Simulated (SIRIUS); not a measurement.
# KTaO$_{3}$: 7 runs along one coordinate

System: KTaO$_{3}$ (Pm-3m, 5 atoms in the cell).
Method: Kohn-Sham DFT of a periodic cell, PBE, dojo-sr-pbe-0.4.1-standard, no spin polarisation (SIRIUS 7.10.0).

The 7 runs differ only in the geometry, by an even scaling of the cell at fixed fractional positions. The structure derives from an entry of the Crystallography Open Database.

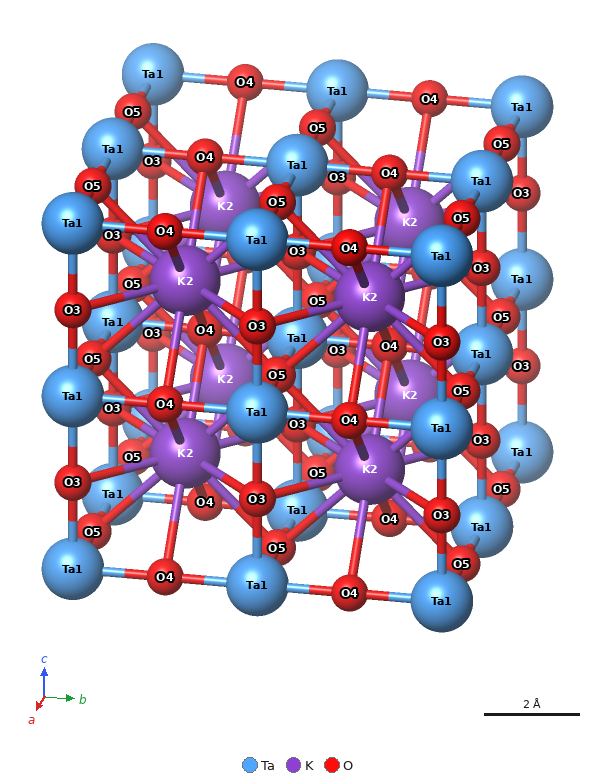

Figure 1. The structure of run 4 (ball-and-stick view of the cell of the calculation, repeated 2 × 2 × 2, seen at an oblique angle; atoms are numbered from 1 in the order of the input).

**Input of run 4**
```
{
  "control": {
    "processing_unit": "cpu",
    "verbosity": 2,
    "num_bands_to_print": 29,
    "print_forces": true,
    "print_stress": true
  },
  "parameters": {
    "electronic_structure_method": "pseudopotential",
    "xc_functionals": ["XC_GGA_X_PBE", "XC_GGA_C_PBE"],
    "gk_cutoff": 9.2,
    "pw_cutoff": 18.4,
    "ngridk": [7, 7, 7],
    "shiftk": [0, 0, 0],
    "smearing": "fermi_dirac",
    "smearing_width": 0.0018374661,
    "num_bands": 29,
    "num_mag_dims": 0,
    "num_dft_iter": 100,
    "energy_tol": 1e-08,
    "density_tol": 1e-06
  },
  "iterative_solver": {
    "type": "davidson",
    "min_tolerance": 1e-10
  },
  "mixer": {
    "type": "anderson",
    "beta": 0.7,
    "max_history": 8
  },
  "settings": {
    "tol_ne": 1e-10
  },
  "unit_cell": {
    "lattice_vectors": [
      [7.536794702845, 0.0, 0.0],
      [0.0, 7.536794702845, 0.0],
      [0.0, 0.0, 7.536794702845]
    ],
    "atom_coordinate_units": "lattice",
    "atom_types": ["Ta", "K", "O"],
    "atom_files": {
      "K": "K.json",
      "Ta": "Ta.json",
      "O": "O.json"
    },
    "atoms": {
      "Ta": [
        [0.0, 0.0, 0.0]
      ],
      "K": [
        [0.5, 0.5, 0.5]
      ],
      "O": [
        [0.0, 0.0, 0.5],
        [0.0, 0.5, 0.0],
        [0.5, 0.0, 0.0]
      ]
    }
  }
}
```

Command:
```bash
upf_to_json K.upf
upf_to_json Ta.upf
upf_to_json O.upf
OMP_NUM_THREADS=1 sirius.scf --input=sirius.json --output=out.json --task=0
```

Lattice vectors (Å) and fractional positions of run 4:
```
   3.988300    0.000000    0.000000
   0.000000    3.988300    0.000000
   0.000000    0.000000    3.988300
Ta  0.000000  0.000000  0.000000
K   0.500000  0.500000  0.500000
O   0.000000  0.000000  0.500000
O   0.000000  0.500000  0.000000
O   0.500000  0.000000  0.000000
```

Run 6 differs from it as follows:
```diff
-      [7.536794702845, 0.0, 0.0],
-      [0.0, 7.536794702845, 0.0],
-      [0.0, 0.0, 7.536794702845]
+      [7.635974427933, 0.0, 0.0],
+      [0.0, 7.635974427933, 0.0],
+      [0.0, 0.0, 7.635974427933]
```

**Results, with one run withheld**

| run | volume per atom (Å³) | free energy per atom, from the lowest run given (meV) | pressure (GPa) | gap on the mesh (eV) |
| --- | --- | --- | --- | --- |
| 1 | 11.927 | 57.43 | 18.99 | 2.44 |
| 2 | 12.180 | 31.68 | 13.57 | 2.39 |
| 3 | 12.434 | 14.06 | 8.71 | 2.35 |
| 4 | 12.688 | 3.75 | 4.34 | 2.30 |
| 5 | 12.942 | 0.00 | 0.41 | 2.25 |
| 6 | 13.196 | ? | ? | ? |
| 7 | 13.449 | 9.61 | −6.29 | 2.15 |

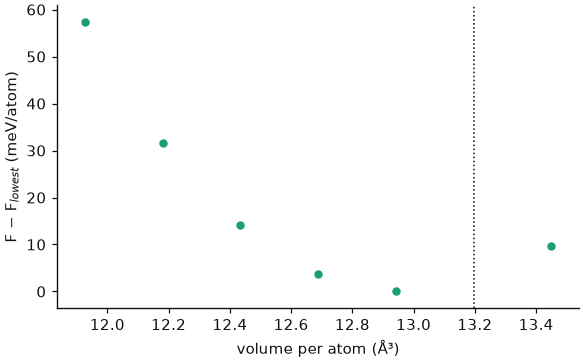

Figure 2. Free energy per atom of the runs given; the dotted line marks run 6.

What should run 6 give?

A cubic polynomial in V^(−2/3) (the Birch–Murnaghan form), fitted to the 6 runs given, misses them by at most 0.02 meV per atom. With x = V^(−2/3) − 0.18481 Å⁻², it reads F = 7.0218 + 3852.1 x + 5.2929e+05 x² + 8.0318e+05 x³ (meV per atom). At run 6 it gives 2.18 meV per atom, and the run itself gives 2.15. The slope of the fit gives a pressure −dF/dV of −3.10 GPa there, and the run prints −3.12 GPa. The fit has its minimum at 12.971 Å³ per atom, where V d²F/dV² gives 187 GPa: the bulk modulus at this level, since symmetry fixes the shape and the positions. The gap on the mesh goes, without turning, from 2.44 eV in run 1 to 2.15 eV in run 7; run 6 has 2.20 eV. These are gaps of this functional on this mesh, which can miss the band edges; they aren't the measured gap.

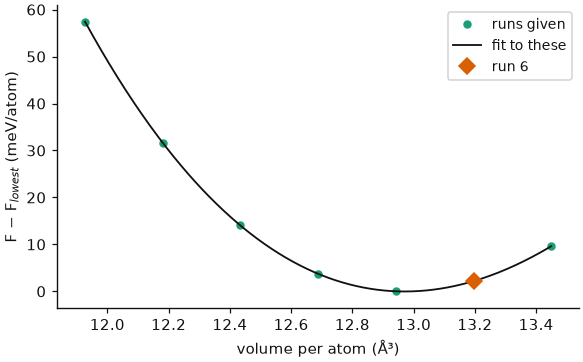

Figure 3. The fit and the withheld run.

**Some lines of the output (run 6)**
```
[...]
[find] band gap (eV)                  :       2.20210085
[find] Efermi                         :       0.34263977
[find] band gap (eV)                  :       2.20205738
[find] Efermi                         :       0.34264095
[find] band gap (eV)                  :       2.20204449
[find] Efermi                         :       0.34264152
[find] band gap (eV)                  :       2.20204120
[find] Efermi                         :       0.34264176
[find] band gap (eV)                  :       2.20204018
[find] Efermi                         :       0.34264172
[find] band gap (eV)                  :       2.20203816
[find] Efermi                         :       0.34264177
[find] band gap (eV)                  :       2.20203883
[find] Efermi                         :       0.34264183
```

Notes: Spin–orbit coupling is left out, which matters for Ta.
